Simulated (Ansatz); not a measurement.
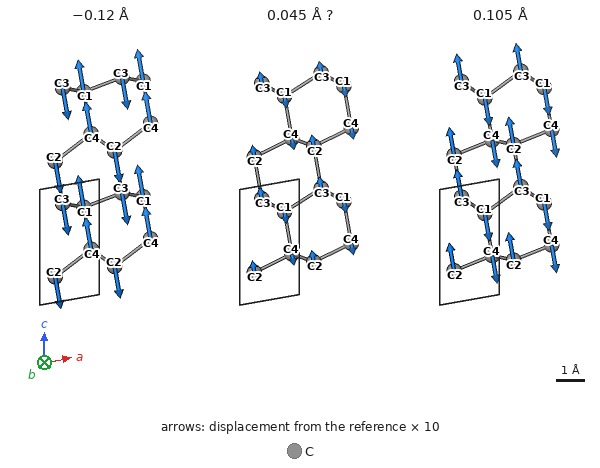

Solid C (Fd-3m): a normal mode of wave vector (0, 0, 1/2) of the primitive cell, folded into a doubled cell, is frozen in with the cell fixed, the amplitude being the largest displacement of an atom. A ball-and-stick model of the cell of the calculation, repeated 2 × 2 × 2 with one cell outlined, seen along the b axis. Blue arrows: displacements from the reference.

All numbers below come from Ansatz 0.2.0, DFT PBE, scalar-relativistic, plane waves, PAW. Settings: plane-wave cutoff 420 eV; k-point mesh 12 × 12 × 10; occupations gaussian; smearing width 0.05 eV; no spin polarisation. Energies (free energies at the smearing named) are counted from the relaxed crystal.

| largest displacement (Å) | ΔE (meV/cell) |
| --- | --- |
| −0.120 | 1920 |
| −0.060 | 490 |
| 0.000 | 0 |
| 0.015 | 31 |
| 0.030 | 123 |
| 0.045 | ? |
| 0.075 | 763 |
| 0.090 | 1093 |
| 0.105 | 1480 |

Q: Fill in the missing row.

A: A straight line between the two neighbours gives 336 meV/cell. A cubic through the four nearest rows (0.015, 0.030, 0.075, 0.090) gives, with Lagrange weights, (−0.3000)(31) + (1.0000)(123) + (0.5000)(763) + (−0.2000)(1093) = 277 meV/cell. The calculation gives 277 meV/cell, so the cubic is right to the digits shown and the straight line 59 meV/cell too high, as the curve bends upwards here.

The whole profile:

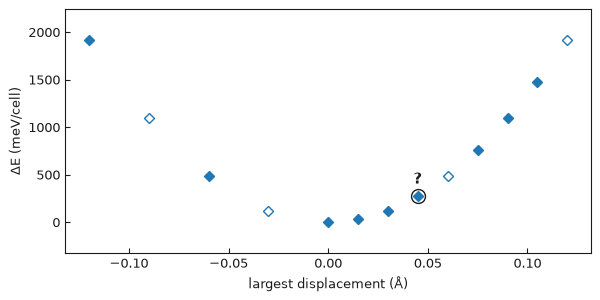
